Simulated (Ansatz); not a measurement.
**TiAl2: density, localisation and related maps**

Input file:

```
crystal:
  lattice:
    - [-1.9676997189, 1.9676997189, 12.0534460164]
    - [1.9676997189, -1.9676997189, 12.0534460164]
    - [1.9676997189, 1.9676997189, -12.0534460164]
  atoms:
    - { symbol: Ti, position: [0.672010253, 0.172010253, 0.5] }
    - { symbol: Ti, position: [0.922010253, 0.922010253, 0.0] }
    - { symbol: Ti, position: [0.827989747, 0.327989747, 0.5] }
    - { symbol: Ti, position: [0.077989747, 0.077989747, 0.0] }
    - { symbol: Al, position: [0.4135357815, 0.4135357815, 0.0] }
    - { symbol: Al, position: [0.2501037194, 0.2501037194, 0.0] }
    - { symbol: Al, position: [0.7498962806, 0.7498962806, 0.0] }
    - { symbol: Al, position: [0.3364642185, 0.8364642185, 0.5] }
    - { symbol: Al, position: [0.1635357815, 0.6635357815, 0.5] }
    - { symbol: Al, position: [0.4998962806, 0.9998962806, 0.5] }
    - { symbol: Al, position: [0.0001037194, 0.5001037194, 0.5] }
    - { symbol: Al, position: [0.5864642185, 0.5864642185, 0.0] }
basis:
  ecutwfc: 420
kpoints:
  mp_grid: { grid: [12, 12, 12] }
hamiltonian:
  xc: pbesol
scf:
  occupations: { method: fermi_dirac, width: 0.15 }
output:
  forces: true
  stress: true
  eigenvalues: true
  write_density: true
  write_potential: true
  elf: true
  volumetric_format: npy
relax:
  adjacent_minimum: "off"
  f_tol: 0.001
  max_steps: 60
  cell: { stress_tol: 0.01 }
```

Command:

```sh
ansatz run input.yaml --threads 4 --pin off --max-ram 12288MiB --backend cpu --events-out ev --progress --plain --runs-dir out
```

Below, planes, directions and counts refer to the conventional cell (a = 3.94 Å, b = 3.94 Å, c = 24.14 Å, α = 90.00°, β = 90.00°, γ = 90.00°).

The fields are those of the run's last geometry, not of the input's.

Space group I4₁/amd; a structure from a database of computed crystals, not necessarily the ambient phase; computed without spin polarisation.

All numbers below come from Ansatz 0.2.0, DFT PBEsol, scalar-relativistic, plane waves, PAW.

Core electrons are frozen (PAW), and the valence fields are smoothed inside the atomic spheres.

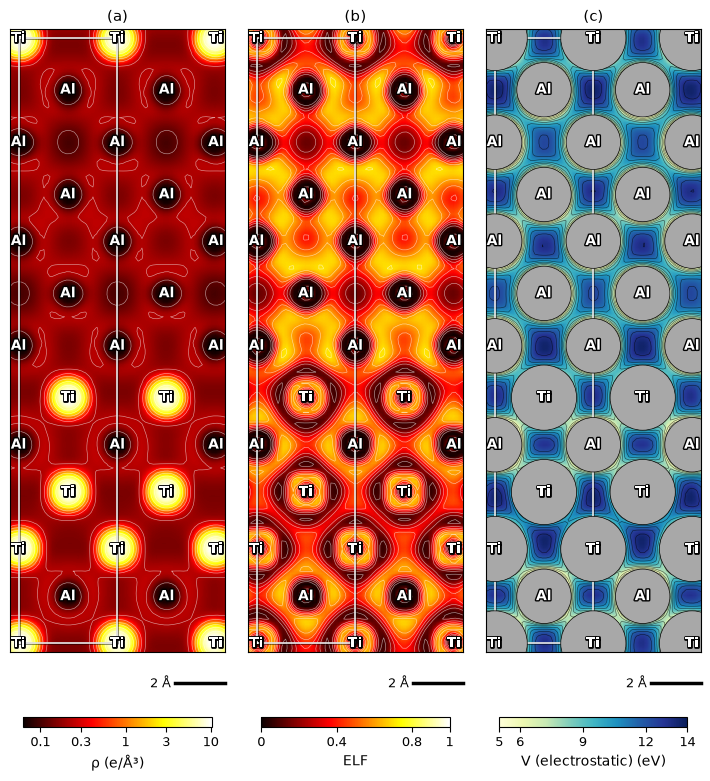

Figure 1. (a) valence pseudo-density; (b) ELF; (c) electrostatic potential energy of an electron on the (010) plane of the conventional cell. Grey discs cover the atomic cores in the potential map.

> Describe what can be read from this map.

- The section cuts through Ti and Al sites.
- Al–Al (2.71 Å): ρ at the midpoint is about 0.24 e/Å³; the ELF peaks at about 0.70 between the atoms.
- Ti–Al (2.72 Å): ρ is about 0.22 e/Å³ halfway; the ELF is about 0.30 at the midpoint.
- Ti–Ti (3.00 Å): ρ is about 0.19 e/Å³ halfway; the ELF is about 0.35 at the midpoint.
- Ti–Al (2.85 Å): ρ at the midpoint is about 0.21 e/Å³; the ELF is about 0.40 at the midpoint.
- Al–Al (2.87 Å): the density is about 0.22 e/Å³ at the midpoint; the ELF peaks at about 0.70 between the atoms.
- Between the atoms the lowest density in this plane is 0.1 e/Å³.
- The features right at Ti lie inside the PAW spheres, where the map follows smoothed inner orbitals and isn't to be read closely.
- Outside the cores the potential energy rises away from the atoms and is highest about 1.9 Å from the nearest atoms; its zero is arbitrary.

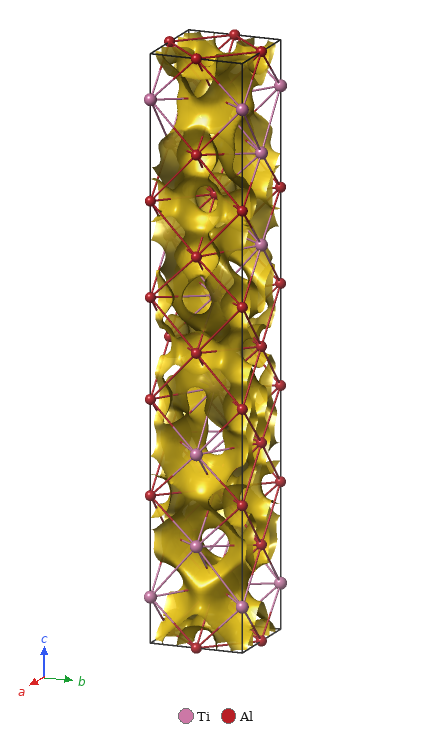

Figure 2. Isosurface of the ELF at 0.55 (yellow), seen slightly off an axis. Core shells and regions of very low density are left out. Sticks mark near contacts.

> Where are the electrons localised?

The ELF exceeds this value in one network that runs through the whole crystal, counted in one cell of 24 atoms. Any copies at cell faces, edges or corners count once.

> Does the calculation make it a metal, or give it a gap?

It is metallic or semimetallic at this level of theory: no gap opens.
